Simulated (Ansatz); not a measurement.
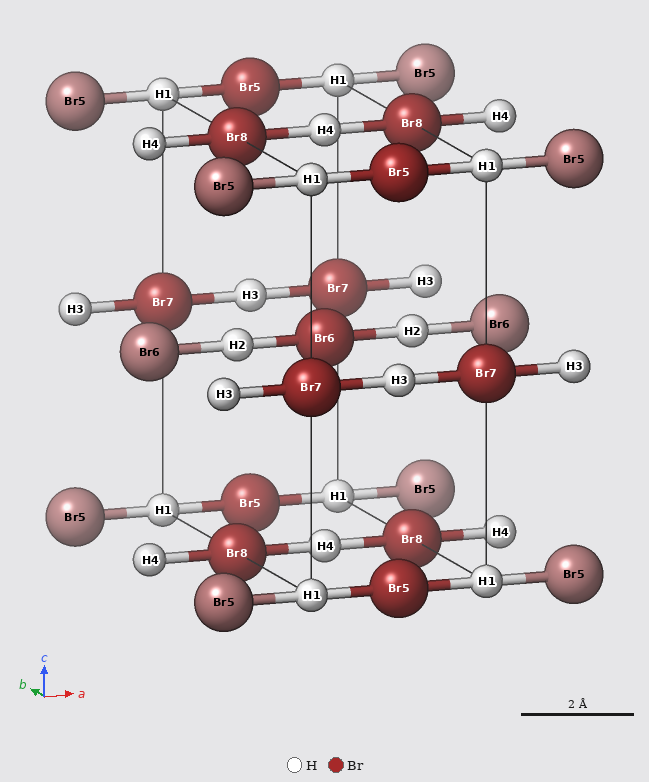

The input geometry of run A (ball-and-stick view of the cell of the calculation, seen slightly off an axis; neighbours outside the cell are drawn fainter; atoms are numbered from 1 in the order of the input). Near neighbours in the crystal (not all of them lie inside the picture): H has 2 Br at 1.67 Å; Br has 2 H at 1.67 Å.

**Two runs on HBr**

System: HBr (8 atoms in the cell).
Method of run A: DFT r2SCAN, scalar-relativistic, plane waves, PAW, no spin polarisation (Ansatz 0.2.0).

The structure derives from an entry of the Crystallography Open Database. Text and figures count atoms from 1; the logs count them from 0 in places.

**Input file, run A**
```yaml
crystal:
  lattice:
    - [3.3371903104, 0.0, 0.0]
    - [0.0, 7.5944055448, 0.0]
    - [0.0, 0.0, 7.606172853]
  atoms:
    - { symbol: H, position: [0.0, 0.0, 0.0] }
    - { symbol: H, position: [0.0, 0.5, 0.5] }
    - { symbol: H, position: [0.5, 0.0, 0.5] }
    - { symbol: H, position: [0.5, 0.5, 0.0] }
    - { symbol: Br, position: [0.5, 0.0, 0.0] }
    - { symbol: Br, position: [0.5, 0.5, 0.5] }
    - { symbol: Br, position: [0.0, 0.0, 0.5] }
    - { symbol: Br, position: [0.0, 0.5, 0.0] }
basis:
  ecutwfc: 500
kpoints:
  mp_grid: { grid: [8, 4, 4] }
hamiltonian:
  xc: r2scan
scf:
  occupations: { method: gaussian, width: 0.02 }
output:
  forces: true
  stress: true
  eigenvalues: true
```

Command:
```bash
ansatz run input.yaml --threads 1 --pin off --max-ram 1331MiB --backend cpu --events-out ev --progress --plain --runs-dir out
```

Hardware: 1 thread of an x86-64 CPU, shared host.

**Output, shortened to warnings, some set-up lines, iterations and results (run A)**
```
Basis set: ecut = 500 eV, 4901 PW (Γ), exchange–correlation on 100×240×240 points (64 copies of the dense FFT grid, shifted against one another)
Symmetry: 32 space group operations
k-points: 45 of 128
Initial density: superposition of atomic densities (neutral atoms: chi_scale 0, normalization atom), corrected by the library's trained network
[...]
SCF iter   1: F=—  HF=-11234.684612 eV  |F-HF|=—  |Δ(HF+E_count)|=         —  Δρ=8.49e-3  dr2=1.03e-1  dr2_τ=3.51e-2  ethr=1.77e-3  ⟨swp⟩=8.6  Hψ=6398  notcnv=0
SCF iter   2: F=—  HF=-11234.660458 eV  |F-HF|=—  |Δ(HF+E_count)|=   2.42e-2  Δρ=3.60e-3  dr2=1.70e-2  dr2_τ=4.26e-4  ethr=3.21e-4  ⟨swp⟩=2.6  Hψ=2038  notcnv=0  defer=163
SCF iter   3: F=—  HF=-11234.658762 eV  |F-HF|=—  |Δ(HF+E_count)|=   1.70e-3  Δρ=6.11e-4  dr2=5.12e-4  dr2_τ=3.65e-5  ethr=5.31e-5  ⟨swp⟩=2.4  Hψ=1444  notcnv=0  defer=118
SCF iter   4: F=—  HF=-11234.658852 eV  |F-HF|=—  |Δ(HF+E_count)|=   9.02e-5  Δρ=9.60e-5  dr2=9.34e-6  dr2_τ=6.50e-7  ethr=1.60e-6  ⟨swp⟩=2.7  Hψ=1454  notcnv=0  defer=118
SCF iter   5: F=—  HF=-11234.658767 eV  |F-HF|=—  |Δ(HF+E_count)|=   8.50e-5  Δρ=1.08e-5  dr2=1.36e-7  dr2_τ=8.51e-9  ethr=2.92e-8  ⟨swp⟩=2.3  Hψ=1642  notcnv=0  defer=118
SCF iter   6: F=-11234.658767 eV  HF=-11234.658767 eV  |F-HF|=3.26e-8  |Δ(HF+E_count)|=   1.47e-7  Δρ=2.65e-6  dr2=1.73e-8  dr2_τ=3.79e-10  ethr=3.13e-10  ⟨swp⟩=10.6  Hψ=5747 …
SCF 1 converged in 6 iterations: F = -11234.658767 eV  dr2 = 1.73e-8
SCF converged after 6 iterations
Free energy (F): -11234.658767 eV
Harris-Foulkes:  -11234.658767 eV  (|F-HF|=3.26e-8)
Internal energy: -11234.658767 eV  (E = F + TS)
E sigma→0 (E₀):  -11234.658767 eV
Fermi energy:    -0.664474 eV
--- Per-component energies (eV) ---
  E_band       = -206.974719
  E_kinetic    = 581.998443
  E_local      = -1218.381349  (includes V_loc(G=0)·N_el)
  E_nonlocal   = 284.754798
  E_hartree    = 333.622212
  E_xc         = -1035.043582
  E_vxc        = -505.240427  (∫ρ·V_xc dr)
  E_paw        = -9082.049967  (= ΣΔE_a)
  E_vpaw       = -44.301506  (= ΣTr[D̂ρ^β])
  E_aug_tail   = -0.001251  (compensation charges beyond the density's cutoff)
  E_vtau       = 26.951201  (kinetic-family band-sum trace: ∫τ·v_τ [+ j·A + Jᵃ·Aᵃ] dr)
  E_ewald      = -1098.925295
  E_core_change = -0.632775  (= ΣΔE_core)
  E_smearing   = -0.000000  (= −TS)
  E_closure    = 0.000000  (closes the sum)
  Σ components = -11234.658767   (vs F -11234.658767, Δ=0.00e0)
--- Forces (eV/Å), atoms counted from 1 ---
  atom   1  H      0.00000000    -0.00000000    -0.00000000
  atom   2  H      0.00000000     0.00000000     0.00000000
  atom   3  H     -0.00000000     0.00000000     0.00000000
  atom   4  H     -0.00000000    -0.00000000    -0.00000000
  atom   5  Br    -0.00000000    -0.00000000     0.00000000
  atom   6  Br     0.00000000     0.00000000    -0.00000000
  atom   7  Br    -0.00000000    -0.00000000     0.00000000
  atom   8  Br    -0.00000000     0.00000000     0.00000000
  max |Σ_I F_I| component: 1.97e-30 eV/Å
--- Stress (GPa, compression-positive) ---
        0.152465       0.000000       0.000000
        0.000000       0.012073       0.000000
        0.000000       0.000000       0.000503
  P = ⅓ Tr σ = 0.0550 GPa (0.550 kbar)
```

For run B the input was changed thus:
```diff
-    - [0.0, 0.0, 7.606172853]
+    - [-0.2281851856, 0.0, 7.606172853]
-  mp_grid: { grid: [8, 4, 4] }
+  mp_grid: { grid: [8, 4, 4], shift: [0.5, 0.5, 0.5] }
+  n_extra_bands: 16
```

What does this change do to the results?

With the same functional and potentials, run B lies 20.2 meV per atom lower (other lines of the input change too). The gap on the mesh goes from 1.70 to 2.67 eV. The number of SCF iterations is the same. The irreducible k-points go from 45 to 32. The plane waves at Γ go from 4901 to 4869.

**Output, shortened to warnings, some set-up lines, iterations and results (run B)**
```
Basis set: ecut = 500 eV, 4869 PW (Γ), exchange–correlation on 100×240×240 points (64 copies of the dense FFT grid, shifted against one another)
Symmetry: 16 space group operations
k-points: 32 of 128
Initial density: superposition of atomic densities (neutral atoms: chi_scale 0, normalization atom), corrected by the library's trained network
[...]
SCF iter   1: F=—  HF=-11234.831242 eV  |F-HF|=—  |Δ(HF+E_count)|=         —  Δρ=5.99e-3  dr2=5.21e-2  dr2_τ=3.44e-2  ethr=1.77e-3  ⟨swp⟩=7.5  Hψ=6115  notcnv=0  defer=45
SCF iter   2: F=—  HF=-11234.820777 eV  |F-HF|=—  |Δ(HF+E_count)|=   1.05e-2  Δρ=2.27e-3  dr2=6.77e-3  dr2_τ=2.52e-4  ethr=1.63e-4  ⟨swp⟩=2.4  Hψ=1766  notcnv=0  defer=347
SCF iter   3: F=—  HF=-11234.820570 eV  |F-HF|=—  |Δ(HF+E_count)|=   2.07e-4  Δρ=4.69e-4  dr2=2.83e-4  dr2_τ=2.70e-5  ethr=2.12e-5  ⟨swp⟩=2.5  Hψ=1143  notcnv=0  defer=347
SCF iter   4: F=—  HF=-11234.820624 eV  |F-HF|=—  |Δ(HF+E_count)|=   5.40e-5  Δρ=7.49e-5  dr2=5.60e-6  dr2_τ=3.39e-7  ethr=8.85e-7  ⟨swp⟩=2.6  Hψ=1077  notcnv=0  defer=347
SCF iter   5: F=—  HF=-11234.820537 eV  |F-HF|=—  |Δ(HF+E_count)|=   8.73e-5  Δρ=1.10e-5  dr2=1.30e-7  dr2_τ=7.31e-9  ethr=1.75e-8  ⟨swp⟩=2.0  Hψ=1170  notcnv=0  defer=347
SCF iter   6: F=-11234.820537 eV  HF=-11234.820537 eV  |F-HF|=6.52e-9  |Δ(HF+E_count)|=   6.67e-8  Δρ=1.72e-6  dr2=4.29e-9  dr2_τ=2.31e-10  ethr=3.13e-10  ⟨swp⟩=11.7  Hψ=6279 …
SCF 1 converged in 6 iterations: F = -11234.820537 eV  dr2 = 4.29e-9
SCF converged after 6 iterations
Free energy (F): -11234.820537 eV
Harris-Foulkes:  -11234.820537 eV  (|F-HF|=6.52e-9)
Internal energy: -11234.820537 eV  (E = F + TS)
E sigma→0 (E₀):  -11234.820537 eV
Fermi energy:    -0.195975 eV
--- Per-component energies (eV) ---
  E_band       = -207.467132
  E_kinetic    = 581.543538
  E_local      = -1218.077187  (includes V_loc(G=0)·N_el)
  E_nonlocal   = 284.935266
  E_hartree    = 333.286741
  E_xc         = -1034.643141
  E_vxc        = -504.779218  (∫ρ·V_xc dr)
  E_paw        = -9082.324928  (= ΣΔE_a)
  E_vpaw       = -44.601649  (= ΣTr[D̂ρ^β])
  E_aug_tail   = -0.001300  (compensation charges beyond the density's cutoff)
  E_vtau       = 26.939541  (kinetic-family band-sum trace: ∫τ·v_τ [+ j·A + Jᵃ·Aᵃ] dr)
  E_ewald      = -1098.906750
  E_core_change = -0.632775  (= ΣΔE_core)
  E_smearing   = -0.000000  (= −TS)
  E_closure    = -0.000000  (closes the sum)
  Σ components = -11234.820537   (vs F -11234.820537, Δ=0.00e0)
--- Forces (eV/Å), atoms counted from 1 ---
  atom   1  H      0.00000000     0.00000000     0.00000000
  atom   2  H     -0.00000000     0.00000000     0.00000000
  atom   3  H      0.00000000     0.00000000    -0.00000000
  atom   4  H     -0.00000000     0.00000000    -0.00000000
  atom   5  Br    -0.00000000    -0.00000000     0.00000000
  atom   6  Br    -0.00000000     0.00000000     0.00000000
  atom   7  Br     0.00000000     0.00000000     0.00000000
  atom   8  Br     0.00000000     0.00000000     0.00000000
  max |Σ_I F_I| component: 3.03e-30 eV/Å
--- Stress (GPa, compression-positive) ---
       -0.215913      -0.000000       0.097586
        0.000000       0.009880       0.000000
        0.097586       0.000000       0.013846
  P = ⅓ Tr σ = -0.0641 GPa (-0.641 kbar)
```

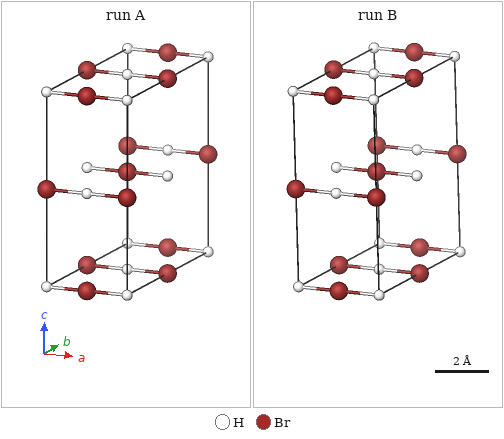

The two input geometries at one scale (ball-and-stick view of the cell of the calculation, seen slightly off an axis). No atom moves by more than 0.005 Å relative to the cell. The drawn cell changes at constant volume: a stays at 3.337 Å, b stays at 7.594 Å, c 7.606 → 7.610 Å (0.0 %), β 90.0° → 91.7°.

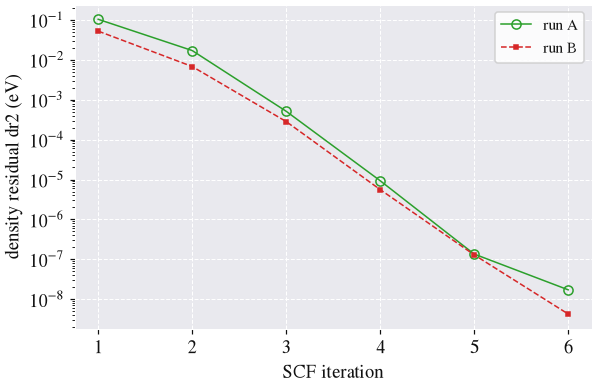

Convergence of the two runs: density residual dr2 against the SCF iteration. Run A takes 6 iterations in all, and run B takes 6.

**The two runs side by side**

| quantity | run A | run B |
| --- | --- | --- |
| outcome | converged | converged |
| free energy per atom (eV) | −1404.3323 | −1404.3526 |
| gap on the mesh (eV) | 1.70 | 2.67 |
| pressure (GPa) | 0.06 | −0.06 |
| largest force (eV/Å) | 0.000 | 0.000 |
| SCF iterations | 6 | 6 |
| irreducible k-points | 45 | 32 |
| plane waves at Γ | 4901 | 4869 |
| wall time (shared host) | 18 s | 20 s |
